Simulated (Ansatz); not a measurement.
## Zn18O17 (charge +2): geometry relaxation (part 2 of 3)

Continued. System: Zn18O17 (defect cell, 35 atoms in the cell, total charge +2). Method: DFT LDA, scalar-relativistic, plane waves, PAW, no spin polarisation (Ansatz 0.2.0); cutoff 420 eV, 2×2×2 k-mesh, Gaussian smearing of 0.01 eV. The structure derives from a Materials Project entry. It belongs to a series of runs on one base structure; here: O vacancy (site b), charge +2, atoms relaxed at the host's cell.

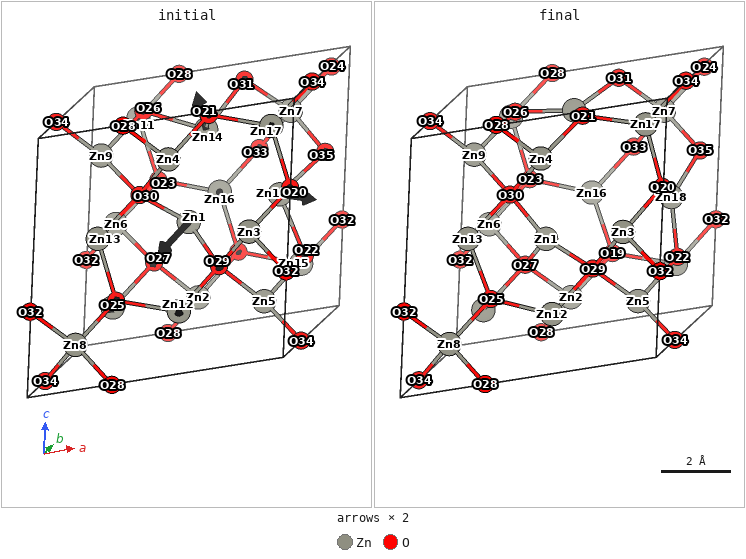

*Before (left) and after (right) the relaxation, at one scale (ball-and-stick view of the cell of the calculation (origin shifted), seen slightly off an axis). The black arrows give the displacements, magnified 2 times.*

The energy falls by 60.9 meV per atom in 7 geometry steps. Largest force component: 1.3 eV/Å at the start, 0.0027 eV/Å at the end. The atom that moves furthest is Zn1 (0.75 Å). By element the largest moves are Zn 0.75 Å, O 0.10 Å. The cell stays as it was. Among the contacts that change: Zn16–O33 2.007 → 1.867 Å, Zn16–O23 1.997 → 1.865 Å, Zn14–O31 1.992 → 1.867 Å, Zn14–O21 1.981 → 1.865 Å. Among the angles that change: Zn1–O27–Zn10 116.5° → 96.0°, Zn1–O29–Zn12 116.4° → 96.0°, Zn12–O19–Zn16 117.0° → 99.4°. (Atoms are counted from 1 in the order of the input.)

```
SCF converged after 6 iterations
Free energy (F): -67895.245905 eV
Harris-Foulkes:  -67895.245905 eV  (|F-HF|=3.53e-8)
Internal energy: -67895.245905 eV  (E = F + TS)
E sigma→0 (E₀):  -67895.245905 eV
Fermi energy:    8.055211 eV
--- Per-component energies (eV) ---
  E_band       = 544.202243
  E_kinetic    = 5314.187273
  E_local      = -36631.535691  (includes V_loc(G=0)·N_el)
  E_nonlocal   = 12029.952124
  E_hartree    = 15114.550947
  E_xc         = -3643.242699
  E_vxc        = -2512.433112  (∫ρ·V_xc dr)
  E_paw        = -34171.426381  (= ΣΔE_a)
  E_vpaw       = -7885.106948  (= ΣTr[D̂ρ^β])
  E_aug_tail   = 0.036455  (compensation charges beyond the density's cutoff)
  E_ewald      = -25937.444143
  E_core_change = 29.676209  (= ΣΔE_core)
  E_smearing   = -0.000000  (= −TS)
  E_closure    = -0.000000  (closes the sum)
  E_deformation_potential = 29.049362  (in the stress; not in F)
  Σ components = -67895.245905   (vs F -67895.245905, Δ=0.00e0)
--- Forces (eV/Å), atoms counted from 1 ---
  atom   1  Zn     0.00003562     0.00014768    -0.00008845
  atom   2  Zn     0.00246610    -0.00007474    -0.00106277
  atom   3  Zn    -0.00143808    -0.00209587    -0.00121117
  atom   4  Zn     0.00124621     0.00243451    -0.00139526
  atom   5  Zn    -0.00268054    -0.00028910    -0.00126254
  atom   6  Zn     0.00141413    -0.00206844    -0.00100664
  atom   7  Zn    -0.00013361     0.00013064    -0.00204418
  atom   8  Zn     0.00009417    -0.00055159    -0.00221620
  atom   9  Zn    -0.00112560     0.00274747    -0.00145669
  atom  10  Zn    -0.00013454     0.00009962     0.00117968
  atom  11  Zn     0.00065861     0.00053246     0.00071759
  atom  12  Zn     0.00006739     0.00031055     0.00136949
  atom  13  Zn     0.00023756    -0.00039111     0.00094168
  atom  14  Zn     0.00002255     0.00058664     0.00269211
  atom  15  Zn     0.00018572    -0.00083405     0.00087890
  atom  16  Zn     0.00048348    -0.00033187     0.00207459
  atom  17  Zn    -0.00049339     0.00049157     0.00084713
  atom  18  Zn    -0.00066906    -0.00028351     0.00228693
  atom  19  O     -0.00229880    -0.00028423    -0.00056236
  atom  20  O      0.00085556     0.00154360    -0.00033607
  atom  21  O     -0.00112325    -0.00149415    -0.00052976
  atom  22  O      0.00218519    -0.00005666    -0.00023650
  atom  23  O     -0.00099046     0.00196601    -0.00031083
  atom  24  O     -0.00023475    -0.00013064     0.00000204
  atom  25  O      0.00008655     0.00002509    -0.00247313
  atom  26  O      0.00151450    -0.00171121    -0.00020502
  atom  27  O      0.00026377     0.00002235     0.00093321
  atom  28  O     -0.00010144     0.00001238     0.00026130
  atom  29  O     -0.00061603    -0.00022190     0.00080468
  atom  30  O      0.00011448     0.00006907     0.00087196
  atom  31  O      0.00015104    -0.00076216     0.00001237
  atom  32  O      0.00004787     0.00047226     0.00011816
  atom  33  O     -0.00075269     0.00007782     0.00026125
  atom  34  O      0.00011841     0.00010479     0.00000389
  atom  35  O      0.00054114    -0.00020422     0.00023120
  max |Σ_I F_I| component: 9.06e-5 eV/Å
--- Charged-cell corrections in eV (Makov–Payne, q = +2.000 e, ε = [9.455, 9.455, 10.196]) ---
  F (periodic)     = -67895.245905  (uncorrected; the corrections below are reported, never added to it)
  E_corr1          = +1.141062  (monopole, q²α_M/2ε̄L, of the cell on which ε is isotropic)
  F Makov-Payne    = -67894.104842  (F + E_corr1; no measured alignment; for a localised charge, not one spread in a band: unchecked)
  no potential alignment in this run, which stands beside a crystal: run the host's input off ansatz write-host-input, and read the two finished runs by ansatz place-levels (neither reads a slab, a wire or a sheet, whose cell leaves a vacuum)
--- Band table (eV) ---
  k-point 0: bands = ["-10.8658", "-10.5127", "-10.5126", "-10.3673", "-10.3672", "-10.3488", "-10.2665", "-10.1476", "-10.1476", "-10.1461", "-10.0887", "-10.0242", "-10.0241", "-9.9051", "-9.8102", "-9.8101", "-9.7940", "0.5806", "0.6323", "0.6323", "0.7191", "0.7563", "0.7563", "0.8356", "0.8356", "0.8786", "0.9985", "1.0084", "1.0084", "1.0749", "1.0749", "1.1053", "1.1383", "1.1621", "1.1621", "1.2616", "1.2655", "1.2782", "1.2783", "1.3610",
      "1.3610", "1.4656", "1.5115", "1.5115", "1.5904", "1.5905", "1.5930", "1.6183", "1.6662", "1.6693", "1.6693", "1.7424", "1.7424", "1.7652", "1.7653", "1.8249", "1.8250", "1.8524", "1.8617", "1.8640", "1.8640", "1.9060", "1.9527", "1.9527", "1.9897", "2.0272", "2.0272", "2.1951", "2.2225", "2.2787", "2.2787", "2.3291", "2.3292", "2.3804", "2.3977", "2.3977", "2.4861", "2.5320", "2.5320", "2.6340",
      "2.6413", "2.6413", "2.7277", "2.7277", "2.7576", "2.8027", "2.8028", "2.8194", "2.8573", "2.8573", "2.8946", "2.8946", "2.9674", "2.9674", "2.9714", "2.9929", "3.0132", "3.0132", "3.0409", "3.0771", "3.0771", "3.0959", "3.1099", "3.1099", "3.1171", "3.2373", "3.2373", "3.3906", "3.4687", "3.4688", "3.5865", "3.6934", "3.6934", "3.7041", "3.8577", "3.8649", "3.8649", "3.9725", "3.9725", "3.9921",
      "4.1683", "4.2991", "4.2992", "4.3533", "4.5152", "4.5152", "4.9492", "5.0303", "5.0303", "5.1747", "5.1748", "5.2276", "5.4124", "5.4125", "5.5133", "5.5638", "5.6029", "5.6029", "5.7235", "5.7235", "5.8507", "5.9359", "6.0289", "6.0289", "6.1406", "6.1407", "6.1855", "6.2527", "6.3790", "6.3791", "6.4517", "6.5485", "6.5485", "6.6649", "6.6649", "6.7034", "7.2114", "7.2114", "8.8990", "10.2274",
      "11.3496", "11.3497", "11.6845", "12.1526", "12.1874", "12.1874", "12.4024", "12.9702", "12.9703", "13.6727", "13.6728", "13.8732", "14.5814", "14.5944", "14.5945", "15.2545", "15.2545", "15.2846", "15.3340", "15.3342", "15.3517", "15.6680", "15.6683", "15.7202", "15.9350", "15.9351", "16.0279", "16.1923", "16.3157", "16.3157", "16.5628", "16.6828", "16.6829"]
  k-point 1: bands = ["-10.8080", "-10.5897", "-10.5464", "-10.4269", "-10.3589", "-10.2870", "-10.2178", "-10.2109", "-10.1309", "-10.1165", "-10.0741", "-10.0273", "-10.0266", "-9.8929", "-9.8309", "-9.8133", "-9.7788", "0.6230", "0.6549", "0.7323", "0.7693", "0.7985", "0.8136", "0.8218", "0.8530", "0.9005", "0.9356", "0.9711", "1.0157", "1.0166", "1.0396", "1.0846", "1.1026", "1.1397", "1.1819", "1.2019", "1.2218", "1.2963", "1.3260", "1.3551",
      "1.4109", "1.4121", "1.4672", "1.4857", "1.5201", "1.5415", "1.5807", "1.5941", "1.6201", "1.6279", "1.6750", "1.6910", "1.7207", "1.7255", "1.7530", "1.7904", "1.7909", "1.8452", "1.8535", "1.8711", "1.8811", "1.9195", "1.9777", "1.9820", "2.0067", "2.0953", "2.1040", "2.1566", "2.1678", "2.2346", "2.3012", "2.3098", "2.3400", "2.3535", "2.4016", "2.4123", "2.4401", "2.4916", "2.5559", "2.6010",
      "2.6309", "2.6385", "2.6967", "2.7303", "2.7578", "2.8333", "2.8560", "2.8636", "2.8842", "2.8943", "2.9240", "2.9294", "2.9640", "2.9823", "2.9840", "3.0175", "3.0178", "3.0530", "3.0530", "3.0697", "3.0969", "3.1152", "3.1332", "3.1423", "3.1572", "3.2329", "3.2458", "3.3103", "3.3721", "3.4162", "3.5554", "3.5911", "3.6612", "3.7069", "3.7809", "3.8862", "3.9356", "3.9634", "4.0802", "4.1472",
      "4.3454", "4.4969", "4.5404", "4.6233", "4.7401", "4.8160", "4.9454", "4.9588", "4.9881", "5.0648", "5.0796", "5.1513", "5.2590", "5.3101", "5.4289", "5.4934", "5.5824", "5.6119", "5.7342", "5.7352", "5.8491", "5.9423", "5.9918", "6.0648", "6.0655", "6.0982", "6.1565", "6.1923", "6.1976", "6.3742", "6.4234", "6.4599", "6.4951", "6.5285", "6.6110", "6.7640", "7.0142", "7.1071", "9.2601", "10.2862",
      "10.9426", "11.2088", "11.8131", "12.1429", "12.3949", "13.0047", "13.0321", "13.0730", "13.1529", "13.5267", "13.5758", "13.6417", "13.9055", "13.9530", "14.4855", "14.5359", "14.8138", "15.0379", "15.1747", "15.4001", "15.6167", "15.6348", "15.8718", "15.9700", "16.0294", "16.1840", "16.1933", "16.2357", "16.3797", "16.5019", "16.8910", "17.0841", "17.0971"]
  k-point 2: bands = ["-10.8080", "-10.5897", "-10.5464", "-10.4269", "-10.3589", "-10.2870", "-10.2178", "-10.2109", "-10.1309", "-10.1165", "-10.0741", "-10.0273", "-10.0266", "-9.8929", "-9.8310", "-9.8132", "-9.7788", "0.6231", "0.6549", "0.7322", "0.7692", "0.7985", "0.8136", "0.8218", "0.8530", "0.9005", "0.9357", "0.9711", "1.0157", "1.0166", "1.0396", "1.0846", "1.1026", "1.1396", "1.1819", "1.2019", "1.2218", "1.2963", "1.3260", "1.3551",
      "1.4109", "1.4121", "1.4672", "1.4857", "1.5201", "1.5415", "1.5806", "1.5941", "1.6201", "1.6279", "1.6750", "1.6911", "1.7207", "1.7255", "1.7530", "1.7904", "1.7909", "1.8452", "1.8535", "1.8712", "1.8810", "1.9195", "1.9777", "1.9820", "2.0067", "2.0953", "2.1040", "2.1566", "2.1678", "2.2347", "2.3012", "2.3098", "2.3400", "2.3534", "2.4016", "2.4124", "2.4401", "2.4917", "2.5559", "2.6010",
      "2.6309", "2.6384", "2.6967", "2.7303", "2.7577", "2.8333", "2.8560", "2.8636", "2.8842", "2.8943", "2.9240", "2.9294", "2.9640", "2.9823", "2.9840", "3.0175", "3.0178", "3.0530", "3.0530", "3.0697", "3.0969", "3.1152", "3.1332", "3.1423", "3.1572", "3.2329", "3.2458", "3.3102", "3.3721", "3.4163", "3.5554", "3.5911", "3.6612", "3.7069", "3.7809", "3.8862", "3.9356", "3.9634", "4.0802", "4.1472",
      "4.3454", "4.4969", "4.5404", "4.6233", "4.7401", "4.8160", "4.9454", "4.9588", "4.9882", "5.0649", "5.0796", "5.1513", "5.2590", "5.3101", "5.4289", "5.4933", "5.5824", "5.6119", "5.7342", "5.7351", "5.8491", "5.9423", "5.9918", "6.0648", "6.0656", "6.0982", "6.1565", "6.1923", "6.1976", "6.3741", "6.4234", "6.4599", "6.4951", "6.5284", "6.6110", "6.7640", "7.0142", "7.1072", "9.2601", "10.2863",
      "10.9427", "11.2088", "11.8131", "12.1429", "12.3949", "13.0047", "13.0320", "13.0729", "13.1530", "13.5266", "13.5758", "13.6419", "13.9055", "13.9530", "14.4855", "14.5359", "14.8138", "15.0378", "15.1748", "15.4000", "15.6168", "15.6348", "15.8717", "15.9700", "16.0295", "16.1839", "16.1932", "16.2357", "16.3797", "16.5019", "16.8911", "17.0841", "17.0971"]
  k-point 3: bands = ["-10.8080", "-10.5897", "-10.5463", "-10.4269", "-10.3589", "-10.2870", "-10.2178", "-10.2109", "-10.1309", "-10.1165", "-10.0741", "-10.0273", "-10.0266", "-9.8929", "-9.8310", "-9.8133", "-9.7788", "0.6230", "0.6549", "0.7322", "0.7693", "0.7985", "0.8136", "0.8218", "0.8530", "0.9005", "0.9357", "0.9711", "1.0157", "1.0166", "1.0396", "1.0846", "1.1026", "1.1396", "1.1819", "1.2018", "1.2218", "1.2963", "1.3260", "1.3551",
      "1.4109", "1.4121", "1.4672", "1.4857", "1.5201", "1.5415", "1.5807", "1.5941", "1.6201", "1.6279", "1.6750", "1.6910", "1.7207", "1.7255", "1.7530", "1.7904", "1.7909", "1.8452", "1.8535", "1.8711", "1.8811", "1.9195", "1.9777", "1.9820", "2.0067", "2.0953", "2.1040", "2.1566", "2.1678", "2.2347", "2.3012", "2.3098", "2.3400", "2.3534", "2.4015", "2.4124", "2.4401", "2.4917", "2.5559", "2.6010",
      "2.6309", "2.6385", "2.6967", "2.7303", "2.7578", "2.8333", "2.8560", "2.8636", "2.8842", "2.8943", "2.9240", "2.9294", "2.9640", "2.9823", "2.9840", "3.0175", "3.0178", "3.0530", "3.0530", "3.0697", "3.0969", "3.1152", "3.1332", "3.1423", "3.1572", "3.2329", "3.2458", "3.3103", "3.3721", "3.4163", "3.5554", "3.5911", "3.6612", "3.7070", "3.7809", "3.8862", "3.9356", "3.9634", "4.0801", "4.1472",
      "4.3454", "4.4969", "4.5404", "4.6233", "4.7401", "4.8160", "4.9454", "4.9588", "4.9882", "5.0649", "5.0796", "5.1513", "5.2590", "5.3102", "5.4289", "5.4933", "5.5823", "5.6119", "5.7342", "5.7352", "5.8491", "5.9423", "5.9918", "6.0648", "6.0655", "6.0982", "6.1566", "6.1923", "6.1976", "6.3742", "6.4234", "6.4600", "6.4951", "6.5285", "6.6110", "6.7640", "7.0142", "7.1072", "9.2601", "10.2863",
      "10.9427", "11.2088", "11.8131", "12.1429", "12.3949", "13.0047", "13.0321", "13.0729", "13.1529", "13.5266", "13.5758", "13.6420", "13.9055", "13.9529", "14.4855", "14.5360", "14.8137", "15.0377", "15.1748", "15.4001", "15.6168", "15.6348", "15.8717", "15.9701", "16.0295", "16.1839", "16.1934", "16.2356", "16.3796", "16.5019", "16.8910", "17.0841", "17.0971"]
--- Relaxed structure (8 steps of the walk, 8 accepted, 0 SCFs on fresh bases) ---
  F+E_penalty+E_count = -67895.24590489 eV   max|allowed force component| = 2.748e-3 eV/Å
  atoms:
    - { symbol: Zn, position: [0.35864968113615225, 0.35797969479671526, 0.6908904460665114] }
    - { symbol: Zn, position: [0.38901861914907365, 0.723957220089722, 0.3876700124682731] }
    - { symbol: Zn, position: [0.7246356661481439, 0.05476095489391253, 0.7212633856981899] }
    - { symbol: Zn, position: [0.3890211838364002, 0.054761591324362355, 0.056876418741723084] }
    - { symbol: Zn, position: [0.7246186055908219, 0.3883585750512272, 0.3876635727154881] }
    - { symbol: Zn, position: [0.05542861689153111, 0.7239698129909482, 0.721259715351743] }
    - { symbol: Zn, position: [0.7236337766076513, 0.7229600811966927, 0.05587351660179685] }
    - { symbol: Zn, position: [0.05925585970552065, 0.05859902702253751, 0.3914911109560343] }
    - { symbol: Zn, position: [0.05541308833458766, 0.3883594336891538, 0.056878644358461364] }
    - { symbol: Zn, position: [0.10500690223281031, 0.44825320134039615, 0.4372647501386419] }
    - { symbol: Zn, position: [0.11048906022555197, 0.7830896568839967, 0.11598588519711456] }
    - { symbol: Zn, position: [0.44890286814900715, 0.10434573108087114, 0.43727215457935753] }
    - { symbol: Zn, position: [0.10502231668000644, 0.10436520589873322, 0.7811574018783314] }
    - { symbol: Zn, position: [0.43192483852067853, 0.43128084264968103, 0.16112616309556388] }
    - { symbol: Zn, position: [0.7837436964580511, 0.7830889486471208, 0.4427279743939807] }
    - { symbol: Zn, position: [0.4319512100536516, 0.8282267730372253, 0.7641922564746322] }
    - { symbol: Zn, position: [0.7837332838398311, 0.10983136994334919, 0.11598600048173688] }
    - { symbol: Zn, position: [0.8288868678829775, 0.43128496111838527, 0.7641811815196536] }
    - { symbol: O, position: [0.519411093130357, 0.8437394127534514, 0.5136138287764731] }
    - { symbol: O, position: [0.8444131925215159, 0.18070991712733497, 0.8516507290022273] }
    - { symbol: O, position: [0.5194019075666444, 0.18070572164710885, 0.1766661120125978] }
    - { symbol: O, position: [0.8443966299188792, 0.5187513215879136, 0.5136065007994142] }
    - { symbol: O, position: [0.1813717962423207, 0.8437523299696813, 0.8516508002600076] }
    - { symbol: O, position: [0.8486337344457984, 0.8479740919131097, 0.18087126118253982] }
    - { symbol: O, position: [0.18754555145094987, 0.18689427590901392, 0.5197956598247442] }
    - { symbol: O, position: [0.18135029118234786, 0.5187554686468914, 0.17665598175969982] }
    - { symbol: O, position: [0.23517655660369077, 0.572682671750581, 0.567424432887534] }
    - { symbol: O, position: [0.2388857205633999, 0.9066538713987851, 0.23956437447370585] }
    - { symbol: O, position: [0.5733542026016936, 0.23450872512453444, 0.5674230216098243] }
    - { symbol: O, position: [0.23518076603224397, 0.23452371579966075, 0.9056009915255656] }
    - { symbol: O, position: [0.5721257845416107, 0.571470159273814, 0.23643501492005006] }
    - { symbol: O, position: [0.9073201708376571, 0.9066559787754569, 0.57112602671853] }
    - { symbol: O, position: [0.5721413025607482, 0.9035415099722699, 0.9043789678793113] }
    - { symbol: O, position: [0.9073104227289093, 0.2382218095831039, 0.23956301166415522] }
    - { symbol: O, position: [0.9042061192287862, 0.5714752758122605, 0.904366505286388] }
```
